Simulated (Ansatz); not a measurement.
# Run report: C, geometry relaxation (part 2 of 3)

Continued. System: C (slab, 11 atoms in the cell). Method: DFT PBEsol, scalar-relativistic, plane waves, PAW, spin-polarised (Ansatz 0.2.0); cutoff 420 eV, 12×12×1 k-mesh, Gaussian smearing of 0.05 eV, collinear spins. The structure derives from an entry of the Crystallography Open Database. The input holds or restrains some coordinates. Forces given for the steps count only the free coordinates. It belongs to a series of runs on one base structure; here: C put at a top C site.

Geometry of the input (Å; fractional positions):
```
2.4988  0.0000  0.0000
-1.2494  2.1640  0.0000
0.0000  0.0000  27.8443
C  0.3333  0.6667  0.3053
C  0.6667  0.3333  0.3240
C  0.6667  0.3333  0.3800
C  0.3333  0.6667  0.3988
C  0.3333  0.6667  0.4547
C  0.6667  0.3333  0.4675
C  0.6667  0.3333  0.5764
C  0.3333  0.6667  0.5767
C  0.3333  0.6667  0.7160
C  0.6667  0.3333  0.7160
C  0.6667  0.3333  0.7706
```

The program's output, continued
```
SCF iter   1: F=—  HF=-2703.778989 eV  |F-HF|=—  |Δ(HF+E_count)|=         —  Δρ=1.17e-2 (↑1.16e-2 ↓1.17e-2)  dr2=7.57e-1  dr2_m=2.79e-3  M=0.023 μB ∫|m|=1.777 μB  β_m=1.20  ethr=1.71e-3  p=-0.030 e·Å  D=-3.60e-2 V/Å  ΔV_dip=1.00 eV  dr2_dipole=1.97e-3  V_vac-E_F(+/−)=6.36/5.36 eV  ⟨swp⟩=1.0  Hψ=6521  notcnv=0  defer=102
efield: sawtooth ramp at fractional position 0.0180 (handed on by an earlier solve), width 0.0400; the density the first Hamiltonian is built on has a dipole p = -0.030 e·Å; the dipole correction subtracts the counter field D = -3.60e-2 V/Å, which shifts the + side's vacuum level by +1.00 eV against the − side's; the planar-averaged density in the ramp window peaks in size at 5.3e-7 e/Å³
preconditioner: auto → Resta (q_TF=auto, 2.223 Å⁻¹)  ε∞=2.8  [insulator: Δε(μ)=0.262 eV  Ē_g=14.950 eV  σ=0.050 eV  W_gap=0.63  n_scr=18 (ndim 8)  ℏωp=20.1 eV  f_vac=0.425  D(μ)=1.47/eV (n_scr^D=10)  ε∞_Penn≈2.8  vacuum switching on, ρ_ref=1.6e-2 e/Å³]
spin=Collinear: Resta preconditioning applied to the charge; magnetization (m = ρ↑ − ρ↓) channel mixes plain (no charge-response kernel on spin).
SCF iter   2: F=—  HF=-2703.641597 eV  |F-HF|=—  |Δ(HF+E_count)|=   1.37e-1  Δρ=7.52e-3 (↑7.50e-3 ↓7.52e-3)  dr2=2.24e-1  dr2_m=9.60e-5  M=0.018 μB ∫|m|=1.769 μB  β_m=1.20  ethr=1.71e-3  p=-0.036 e·Å  D=-4.28e-2 V/Å  ΔV_dip=1.19 eV  dr2_dipole=1.57e-4  V_vac-E_F(+/−)=6.21/5.02 eV  ⟨swp⟩=2.1  Hψ=1603  notcnv=0  defer=102  κ⁻¹=1.0e0(r=1)
density mixer auto → broyden: gapped, with many states about μ (density of states about μ 0.56 of a free-electron gas's, 18 screened modes)
SCF iter   3: F=—  HF=-2703.597770 eV  |F-HF|=—  |Δ(HF+E_count)|=   4.38e-2  Δρ=4.63e-3 (↑4.52e-3 ↓4.63e-3)  dr2=1.82e-1  dr2_m=5.29e-4  M=-0.029 μB ∫|m|=1.732 μB  β_m=0.30  ethr=5.08e-4  p=-0.037 e·Å  D=-4.49e-2 V/Å  ΔV_dip=1.25 eV  dr2_dipole=3.08e-2  V_vac-E_F(+/−)=6.29/5.04 eV  ⟨swp⟩=2.2  Hψ=2094  notcnv=0  defer=216  κ⁻¹=8.1e-1(r=2)
SCF iter   4: F=—  HF=-2703.585983 eV  |F-HF|=—  |Δ(HF+E_count)|=   1.18e-2  Δρ=3.38e-3 (↑3.38e-3 ↓3.26e-3)  dr2=4.31e-2  dr2_m=1.49e-4  M=0.007 μB ∫|m|=1.769 μB  β_m=0.30  ethr=4.14e-4  p=-0.023 e·Å  D=-2.80e-2 V/Å  ΔV_dip=0.78 eV  dr2_dipole=1.05e-2  V_vac-E_F(+/−)=6.22/5.44 eV  ⟨swp⟩=1.6  Hψ=1105  notcnv=0  defer=222  κ⁻¹=8.9e-2(r=3)
SCF iter   5: F=—  HF=-2703.579116 eV  |F-HF|=—  |Δ(HF+E_count)|=   6.87e-3  Δρ=1.62e-3 (↑1.62e-3 ↓1.59e-3)  dr2=9.57e-3  dr2_m=1.28e-4  M=0.011 μB ∫|m|=1.761 μB  β_m=0.30  ethr=9.80e-5  p=-0.031 e·Å  D=-3.76e-2 V/Å  ΔV_dip=1.05 eV  dr2_dipole=1.14e-3  V_vac-E_F(+/−)=6.24/5.19 eV  ⟨swp⟩=2.1  Hψ=2071  notcnv=0  defer=239  κ⁻¹=4.9e-2(r=4)
SCF iter   6: F=—  HF=-2703.578422 eV  |F-HF|=—  |Δ(HF+E_count)|=   6.93e-4  Δρ=7.47e-4 (↑7.47e-4 ↓7.36e-4)  dr2=2.03e-3  dr2_m=8.03e-5  M=0.010 μB ∫|m|=1.762 μB  β_m=0.30  ethr=2.18e-5  p=-0.027 e·Å  D=-3.28e-2 V/Å  ΔV_dip=0.91 eV  dr2_dipole=1.28e-5  V_vac-E_F(+/−)=6.23/5.31 eV  ⟨swp⟩=2.0  Hψ=1482  notcnv=0  defer=239  κ⁻¹=1.0e-3(r=5)
SCF iter   7: F=—  HF=-2703.578444 eV  |F-HF|=—  |Δ(HF+E_count)|=   2.14e-5  Δρ=2.24e-4 (↑2.24e-4 ↓2.09e-4)  dr2=1.69e-4  dr2_m=8.86e-6  M=0.010 μB ∫|m|=1.762 μB  β_m=1.20  ethr=4.60e-6  p=-0.028 e·Å  D=-3.34e-2 V/Å  ΔV_dip=0.93 eV  dr2_dipole=5.87e-8  V_vac-E_F(+/−)=6.22/5.29 eV  ⟨swp⟩=2.1  Hψ=1609  notcnv=0  defer=239  κ⁻¹=2.2e-4(r=6)
SCF iter   8: F=-2703.578494 eV  HF=-2703.578482 eV  |F-HF|=1.22e-5  |Δ(HF+E_count)|=   3.83e-5  Δρ=7.75e-5 (↑7.75e-5 ↓7.66e-5)  dr2=3.23e-5  dr2_m=4.23e-7  M=0.008 μB ∫|m|=1.761 μB  ethr=2.27e-7  p=-0.028 e·Å  D=-3.33e-2 V/Å  ΔV_dip=0.93 eV  dr2_dipole=3.37e-7  V_vac-E_F(+/−)=6.21/5.29 eV  ⟨swp⟩=23.1  Hψ=15359  notcnv=0
SCF 2 converged in 8 iterations: F = -2703.578494 eV  dr2 = 3.23e-5
[... from here on the iterations of each SCF are left out, up to the last one ...]
relax step   2: F+E_penalty+E_count = -2703.57849431 eV  Δ(F+E_penalty+E_count) = -2.211e-1 eV  max|allowed force component| = 1.558e0 eV/Å  Δτ_max = 0.1937 Å  (8 SCF iters, dr2 threshold 1.00e-4 eV, accepted)
[... from here on the SCF iterations and repeated set-up lines of each step are left out, up to the last step ...]
SCF 3 converged in 9 iterations: F = -2703.699833 eV  dr2 = 3.32e-6
relax step   3: F+E_penalty+E_count = -2703.69983313 eV  Δ(F+E_penalty+E_count) = -1.213e-1 eV  max|allowed force component| = 3.290e-1 eV/Å  Δτ_max = 0.1919 Å  (9 SCF iters, dr2 threshold 1.00e-4 eV, accepted)
SCF 4 converged in 11 iterations: F = -2703.703852 eV  dr2 = 6.72e-8
relax step   4: F+E_penalty+E_count = -2703.70385188 eV  Δ(F+E_penalty+E_count) = -4.019e-3 eV  max|allowed force component| = 1.029e-1 eV/Å  Δτ_max = 0.1012 Å  (11 SCF iters, dr2 threshold 6.77e-6 eV, accepted)
SCF iter   1: F=—  HF=-2703.710166 eV  |F-HF|=—  |Δ(HF+E_count)|=         —  Δρ=2.08e-3 (↑2.08e-3 ↓2.01e-3)  dr2=1.91e-2  dr2_m=2.88e-4  M=-0.019 μB ∫|m|=1.769 μB  β_m=1.20  ethr=4.50e-4  p=-0.028 e·Å  D=-3.39e-2 V/Å  ΔV_dip=0.94 eV  dr2_dipole=1.90e-4  V_vac-E_F(+/−)=6.04/5.09 eV  ⟨swp⟩=3.1  Hψ=2923  notcnv=0  defer=235
efield: sawtooth ramp at fractional position 0.0180 (handed on by an earlier solve), width 0.0400; the density the first Hamiltonian is built on has a dipole p = -0.028 e·Å; the dipole correction subtracts the counter field D = -3.39e-2 V/Å, which shifts the + side's vacuum level by +0.94 eV against the − side's; the planar-averaged density in the ramp window peaks in size at 4.6e-7 e/Å³
preconditioner: auto → Resta (q_TF=auto, 2.223 Å⁻¹)  ε∞=2.8  [insulator: Δε(μ)=0.240 eV  Ē_g=14.879 eV  σ=0.050 eV  W_gap=0.74  n_scr=18 (ndim 8)  ℏωp=20.1 eV  f_vac=0.425  D(μ)=1.74/eV (n_scr^D=12)  ε∞_Penn≈2.8  vacuum switching on, ρ_ref=1.6e-2 e/Å³]
spin=Collinear: Resta preconditioning applied to the charge; magnetization (m = ρ↑ − ρ↓) channel mixes plain (no charge-response kernel on spin).
SCF iter   2: F=—  HF=-2703.706731 eV  |F-HF|=—  |Δ(HF+E_count)|=   3.43e-3  Δρ=1.30e-3 (↑1.30e-3 ↓1.29e-3)  dr2=5.57e-3  dr2_m=5.40e-6  M=-0.019 μB ∫|m|=1.767 μB  β_m=1.20  ethr=4.33e-5  p=-0.026 e·Å  D=-3.16e-2 V/Å  ΔV_dip=0.88 eV  dr2_dipole=1.31e-6  V_vac-E_F(+/−)=6.04/5.16 eV  ⟨swp⟩=2.0  Hψ=1849  notcnv=0  defer=240  κ⁻¹=1.0e0(r=1)
density mixer auto → broyden: gapped, with many states about μ (density of states about μ 0.57 of a free-electron gas's, 18 screened modes)
SCF iter   3: F=—  HF=-2703.705179 eV  |F-HF|=—  |Δ(HF+E_count)|=   1.55e-3  Δρ=5.52e-4 (↑5.49e-4 ↓5.52e-4)  dr2=8.81e-4  dr2_m=2.27e-6  M=-0.018 μB ∫|m|=1.767 μB  β_m=1.20  ethr=1.27e-5  p=-0.026 e·Å  D=-3.14e-2 V/Å  ΔV_dip=0.87 eV  dr2_dipole=3.41e-5  V_vac-E_F(+/−)=6.04/5.17 eV  ⟨swp⟩=2.0  Hψ=1634  notcnv=0  defer=240  κ⁻¹=8.1e-2(r=2)
SCF iter   4: F=—  HF=-2703.705019 eV  |F-HF|=—  |Δ(HF+E_count)|=   1.60e-4  Δρ=2.47e-4 (↑2.45e-4 ↓2.47e-4)  dr2=3.16e-4  dr2_m=4.58e-7  M=-0.019 μB ∫|m|=1.767 μB  β_m=1.20  ethr=2.00e-6  p=-0.027 e·Å  D=-3.28e-2 V/Å  ΔV_dip=0.91 eV  dr2_dipole=7.61e-8  V_vac-E_F(+/−)=6.05/5.14 eV  ⟨swp⟩=2.0  Hψ=1494  notcnv=0  defer=240  κ⁻¹=6.4e-2(r=3)
SCF iter   5: F=—  HF=-2703.704990 eV  |F-HF|=—  |Δ(HF+E_count)|=   2.96e-5  Δρ=1.01e-4 (↑1.01e-4 ↓9.74e-5)  dr2=4.70e-5  dr2_m=3.59e-7  M=-0.019 μB ∫|m|=1.766 μB  β_m=1.20  ethr=7.18e-7  p=-0.028 e·Å  D=-3.33e-2 V/Å  ΔV_dip=0.93 eV  dr2_dipole=4.34e-7  V_vac-E_F(+/−)=6.05/5.12 eV  ⟨swp⟩=1.8  Hψ=1164  notcnv=0  defer=240  κ⁻¹=3.4e-3(r=4)
SCF iter   6: F=—  HF=-2703.704988 eV  |F-HF|=—  |Δ(HF+E_count)|=   2.07e-6  Δρ=3.97e-5 (↑3.77e-5 ↓3.97e-5)  dr2=9.75e-6  dr2_m=9.25e-8  M=-0.019 μB ∫|m|=1.766 μB  β_m=1.20  ethr=1.07e-7  p=-0.028 e·Å  D=-3.36e-2 V/Å  ΔV_dip=0.93 eV  dr2_dipole=1.02e-6  V_vac-E_F(+/−)=6.05/5.11 eV  ⟨swp⟩=2.1  Hψ=1595  notcnv=0  defer=240  κ⁻¹=1.0e-3(r=5)
SCF iter   7: F=—  HF=-2703.704988 eV  |F-HF|=—  |Δ(HF+E_count)|=   1.18e-7  Δρ=1.70e-5 (↑1.58e-5 ↓1.70e-5)  dr2=2.36e-6  dr2_m=1.94e-8  M=-0.019 μB ∫|m|=1.767 μB  β_m=1.20  ethr=2.21e-8  p=-0.028 e·Å  D=-3.34e-2 V/Å  ΔV_dip=0.93 eV  dr2_dipole=5.84e-7  V_vac-E_F(+/−)=6.05/5.12 eV  ⟨swp⟩=2.0  Hψ=1627  notcnv=0  defer=240  κ⁻¹=9.2e-4(r=6)
SCF iter   8: F=—  HF=-2703.704988 eV  |F-HF|=—  |Δ(HF+E_count)|=   2.03e-7  Δρ=1.03e-5 (↑9.78e-6 ↓1.03e-5)  dr2=4.80e-7  dr2_m=4.63e-9  M=-0.019 μB ∫|m|=1.767 μB  β_m=1.20  ethr=5.36e-9  p=-0.028 e·Å  D=-3.34e-2 V/Å  ΔV_dip=0.93 eV  dr2_dipole=6.84e-9  V_vac-E_F(+/−)=6.05/5.12 eV  ⟨swp⟩=2.0  Hψ=1490  notcnv=0  defer=240  κ⁻¹=4.8e-5(r=7)
SCF iter   9: F=—  HF=-2703.704988 eV  |F-HF|=—  |Δ(HF+E_count)|=   2.50e-7  Δρ=6.48e-6 (↑6.48e-6 ↓6.29e-6)  dr2=1.59e-7  dr2_m=7.48e-10  M=-0.019 μB ∫|m|=1.767 μB  β_m=1.20  ethr=1.09e-9  p=-0.028 e·Å  D=-3.34e-2 V/Å  ΔV_dip=0.93 eV  dr2_dipole=8.94e-10  V_vac-E_F(+/−)=6.05/5.12 eV  ⟨swp⟩=2.2  Hψ=1642  notcnv=0  defer=240  κ⁻¹=7.6e-6(r=8)
iter 10 did not close the SCF: its close was put off until two iterations running show no level that it waits for move by more than its bar (scf_convergence_deferred on its scf_iter line)
SCF iter  10: F=-2703.704988 eV  HF=-2703.704988 eV  |F-HF|=2.48e-8  |Δ(HF+E_count)|=   1.64e-7  Δρ=2.44e-6 (↑2.44e-6 ↓2.40e-6)  dr2=1.88e-8  dr2_m=2.56e-10  M=-0.019 μB ∫|m|=1.767 μB  β_m=1.20  ethr=2.27e-10  p=-0.028 e·Å  D=-3.34e-2 V/Å  ΔV_dip=0.93 eV  dr2_dipole=4.32e-11  V_vac-E_F(+/−)=6.05/5.12 eV  ⟨swp⟩=20.2  Hψ=11586  notcnv=0  κ⁻¹=3.7e-6(r=8)
iter 11 did not close the SCF: its close was put off until two iterations running show no level that it waits for move by more than its bar (scf_convergence_deferred on its scf_iter line)
SCF iter  11: F=-2703.704988 eV  HF=-2703.704988 eV  |F-HF|=5.02e-9  |Δ(HF+E_count)|=   2.34e-8  Δρ=1.18e-6 (↑1.18e-6 ↓1.15e-6)  dr2=4.53e-9  dr2_m=4.67e-11  M=-0.019 μB ∫|m|=1.767 μB  β_m=1.20  ethr=4.28e-11  p=-0.028 e·Å  D=-3.34e-2 V/Å  ΔV_dip=0.93 eV  dr2_dipole=8.71e-11  V_vac-E_F(+/−)=6.05/5.12 eV  ⟨swp⟩=8.1  Hψ=8238  notcnv=0  κ⁻¹=5.5e-6(r=8)
SCF iter  12: F=-2703.704988 eV  HF=-2703.704988 eV  |F-HF|=1.07e-9  |Δ(HF+E_count)|=   5.06e-9  Δρ=5.81e-7 (↑5.81e-7 ↓5.60e-7)  dr2=9.40e-10  dr2_m=1.20e-11  M=-0.019 μB ∫|m|=1.767 μB  ethr=1.03e-11  p=-0.028 e·Å  D=-3.34e-2 V/Å  ΔV_dip=0.93 eV  dr2_dipole=1.73e-11  V_vac-E_F(+/−)=6.05/5.12 eV  ⟨swp⟩=7.1  Hψ=7701  notcnv=0
SCF 5 converged in 12 iterations: F = -2703.704988 eV  dr2 = 9.40e-10
relax step   5: F+E_penalty+E_count = -2703.70498832 eV  Δ(F+E_penalty+E_count) = -1.136e-3 eV  max|allowed force component| = 8.918e-3 eV/Å  Δτ_max = 0.0324 Å  (12 SCF iters, accepted)
```

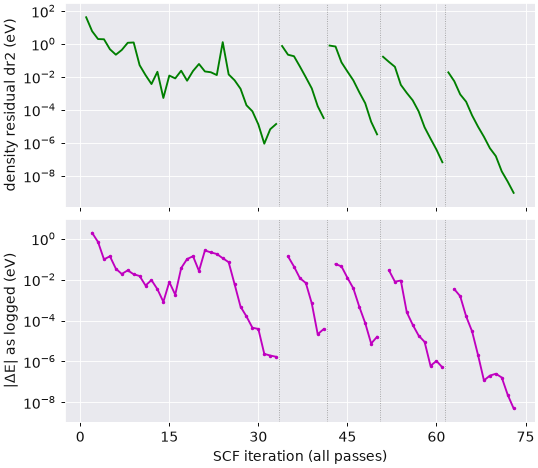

Convergence of the self-consistent field: density residual dr2 and size of the energy change against the SCF iteration. The dotted lines part the SCF passes of the relaxation: geometry steps, rejected trials and re-solves on a re-selected basis. The 5 passes take 8 to 33 iterations each, 73 in all.

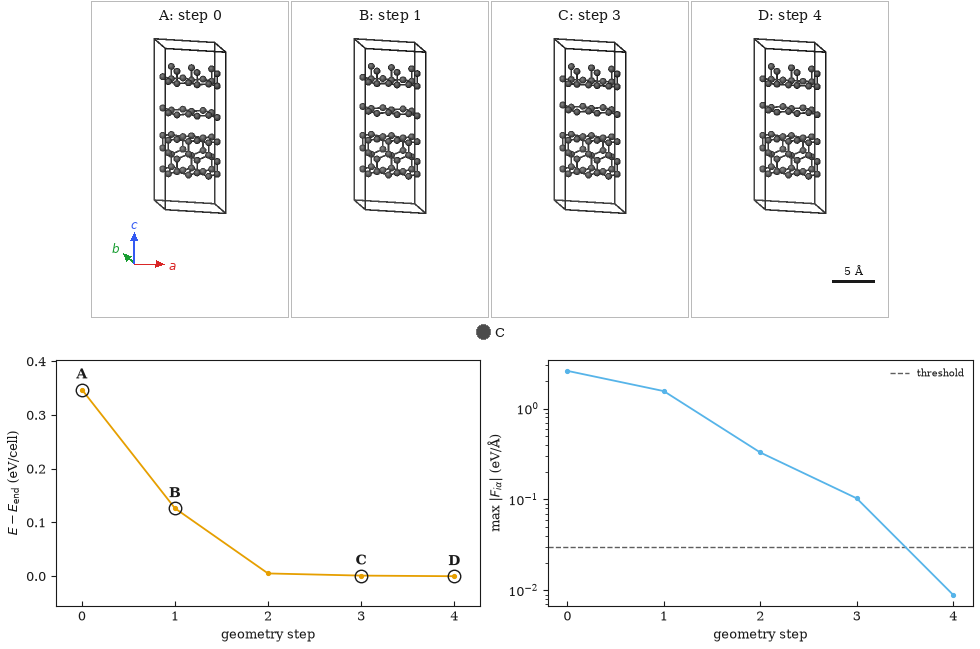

Frames of the restrained relaxation (ball-and-stick view of the 3 × 2 repeat of the cell, with the vacuum cut short, seen slightly off an axis) above the curves, on which the letters mark them (the first geometry is step 0 here and step 1 in the log).

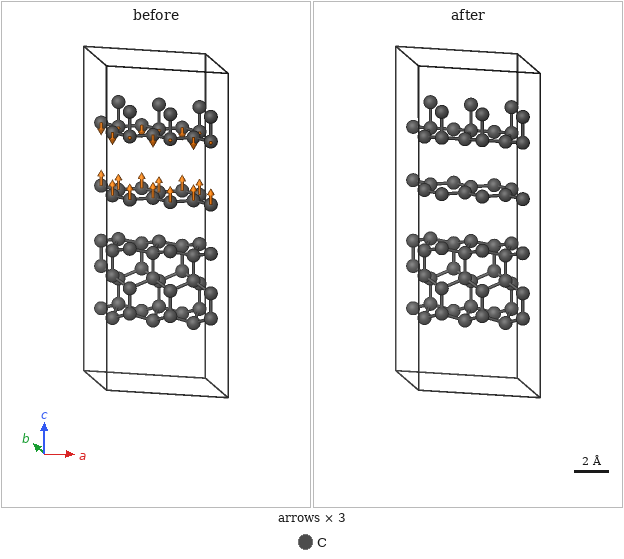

Before (left) and after (right) the restrained relaxation, at one scale (ball-and-stick view of the 3 × 2 repeat of the cell, with the vacuum cut short, seen slightly off an axis). The orange arrows give the displacements, magnified 3 times. The largest moves, 0.34 Å, are those of C7 and C8. The cell doesn't change. Among the contacts that change: C10–C11 1.520 → 1.590 Å, C9–C10 1.443 → 1.455 Å, C5–C6 1.486 → 1.495 Å. Among the angles that change: C9–C10–C11 90.0° → 97.3°. Over 4 geometry steps the energy falls by 0.348 eV per cell of the calculation. Largest force component: 2.6 eV/Å at the start, 0.0089 eV/Å at the end. (Atoms are counted from 1 in the order of the input.)

```
WARN: The output density's exchange-correlation potential varies sharply where the density is thin. Do not read a vacuum level from v_tot or v_xc, or from such a field of the output density. On a cell that repeats whose density bears no net charge and no dipole along the vacuum's axis use v_es (v_loc + v_h of the components); under efield.dipole_correction with no amplitude use v_es + v_field, which holds any external_charges[].barrier, or the levels of the report's work_function block, which leave it out; under a non-zero efield.amplitude the vacuum is tilted and has no level; on a cell that repeats and bears such a dipole with no correction it is tilted too, and efield.dipole_correction with no amplitude gives each side of its ramp a level where efield: is served; in a cell that repeats whose density bears a net charge (total_charge, or a fill off its count) it is curved and has none; of a slab under crystal.periodic whose density bears no net charge use v_es, which has a level on each side, short of where the two are joined; of another it falls or rises all the way out and has none; of a slab beside external_charges read slab_vacuum_level instead, which it has where they leave it neutral. The grid or the basis barely resolves most such structure, and the values can differ between equally converged runs; as a rule a tighter scf.convergence.dr2_threshold does not remove it. Where the density itself ripples (under the LDA too) a higher basis.ecutwfc lessens it. The files hold the spikes' plane waves up to the density's cutoff. Files: v_tot_of_output_density and the like, and their columns of v_z.tsv (output.write_potential); v_xc_of_output_density and the like, and their columns of v_comp_z.tsv (output.write_potential_components). Measured: with its Gaussian average of σ = 0.25 Å subtracted twice, the exchange-correlation potential is over 0.1 eV at 2586 of the grid points where the equally averaged density (valence and model cores) is under 1e-3 e/Å³, and 1.34 eV at the most among them, at an averaged density of 6.5e-7 e/Å³. The input density's (outcome.potential() and, of a run that writes arrays, v_tot and v_xc) is over 0.1 eV, so measured, at 2579 points of its own thin density, 1.32 eV at the most. See output.write_potential in the manual, Limitations
SCF converged after 12 iterations
Stability not checked: this state was not tested for a lower state beside it, because the mixer in use, unlike msr1, does not test its closes by its own steps (another_mixer; see scf.mixing.algorithm and scf.lower_state_search)
Magnetization: -0.0191 μB (21.9905 up, 22.0095 down)
Absolute magnetization: 1.7665 μB (∫|ρ↑−ρ↓|, with the PAW one-centre terms)
Spin contamination: 0.8020 ħ² per cell (⟨S²⟩ above its minimum at these occupations)
Per-site moments (μB) at R_I (Å): [(-0.3379294648053719, 0.6329536538875334), (0.009832213065219812, 0.6329536538875334), (-0.04609937275005323, 0.6329536538875334), (0.05986588855671545, 0.6329536538875334), (-0.019090506280401338, 0.6164949355727797), (0.31770539406955656, 0.6164949355727797), (-0.00022496878725198323, 0.5951124562966453), (0.007115671710020272, 0.5951124562966453), (-0.0031649928946516186, 0.6000212643084549), (0.0001824457822019125, 0.6000212643084549), (-0.00444954992154449, 0.6559717910773978)]
Free energy (F): -2703.704988 eV
Harris-Foulkes:  -2703.704988 eV  (|F-HF|=1.07e-9)
Internal energy: -2703.702915 eV  (E = F + TS)
E sigma→0 (E₀):  -2703.703952 eV
Entropy (-TS):   -0.002073 eV (-0.188 meV/atom)
Fermi energy:    2.696398 eV
Dipole field:    D = -0.033436 V/Å  (p = -0.027822 e·Å, saw-weighted, corrected)
Work function:   Φ+ = 6.0496 eV   Φ− = 5.1186 eV
Levels:          The Fermi level and band energies are counted from a zero that moves with the ramp; work functions are not
```
